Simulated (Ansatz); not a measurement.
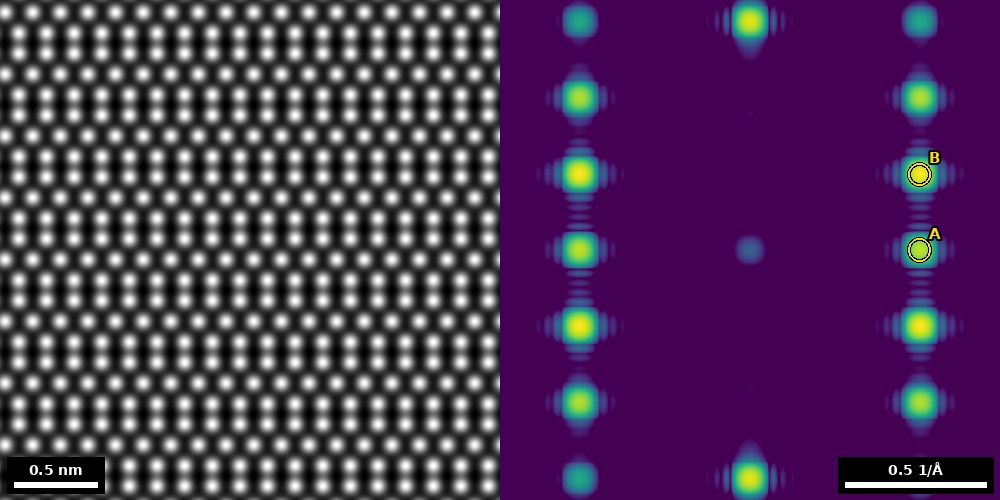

iDPC-like image of Rh (P6/mmm, No. 191) along [102]. Simulated as the projected potential of neutral atoms (B = 0.5 Å²) blurred by a 0.66 Å probe, the thin-sample limit of integrated differential phase contrast. Structure used: the end point of a relaxation with DFT PBEsol, scalar-relativistic, plane waves, PAW (Ansatz); the starting structure was generated, so it need not be a known form of this composition.

The right panel is the modulus of the image's Fourier transform on a logarithmic scale.

a = 4.281 Å, b = 4.281 Å, c = 2.621 Å, α = 90.00°, β = 90.00°, γ = 120.00°

Q: Index the marked spots and give their plane spacings (the zone axis points at the viewer; indices equivalent by symmetry, or all signs reversed, are as good).

A: (-2 1 1), d = 1.66 Å; B: (-2 0 1), d = 1.51 Å. A and B enclose 24°, and every spot obeys the zone law hu + kv + lw = 0 for [102].
